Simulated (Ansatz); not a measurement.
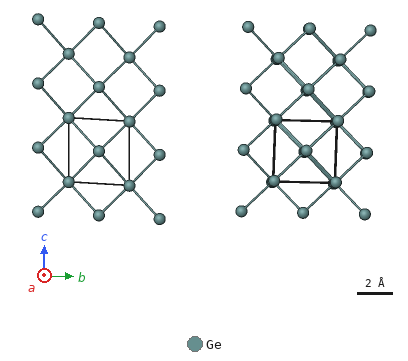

Two geometries of a crystal of Ge (set up in P-1), drawn at one scale. One is the start of a relaxation, the other its converged end. Style: ball-and-stick. Shown: the cell of the calculation, reduced to other axes, repeated 1 × 1 × 2 with one cell outlined, along the a axis. Lengths and directions refer to the drawn axes.

All numbers below come from Ansatz 0.2.0, DFT LDA, scalar-relativistic, plane waves, PAW. (plane-wave cutoff 420 eV; k-point mesh 14 × 14 × 14; occupations gaussian; smearing width 0.15 eV; no spin polarisation; cell and atoms relaxed; force threshold 0.01 eV/Å; at most 80 steps)

### Which one is relaxed?

The right one is the relaxed one. Case: all atoms moved at random, sigma 0.02 Å for each component, cell strained at random, sigma 0.03; relaxed back. The largest moves relative to the cell, 0.020 Å, are those of Ge atoms. The drawn cell changes as follows: a 2.852 → 2.821 Å (−1.1 %), b 3.768 → 3.834 Å (+1.8 %), c 3.966 → 3.833 Å (−3.4 %), α 86.5° → 82.3°, β 70.4° → 68.4°, γ 70.2° → 68.4°; the volume changes by −4.9 %. Some distances before and after: Ge–Ge 2.788 → 2.617 Å, Ge–Ge 2.711 → 2.617 Å, Ge–Ge 2.545 → 2.617 Å, Ge–Ge 2.852 → 2.821 Å. Bond angles that change, for instance: Ge–Ge–Ge 97.8° → 94.2°, Ge–Ge–Ge 91.1° → 94.2°, Ge–Ge–Ge 103.0° → 105.7°. The space group (tolerance 0.01 Å) goes from P-1 (No. 2) to I4_1/amd (No. 141). After 3 accepted moves (4 points after the start) the energy has fallen by 44.5 meV per atom. The largest force component goes from 0.22 to 0.0007 eV/Å. The pressure goes from −3.07 to 0.00 GPa. At 1 point the geometry stayed and the basis and grid were re-selected for the new cell (energy shift of 0.2 meV per atom at most each time). The run took 2.3 min on 2 threads of Arm Neoverse V1 (shared host), peak memory 1 GiB.
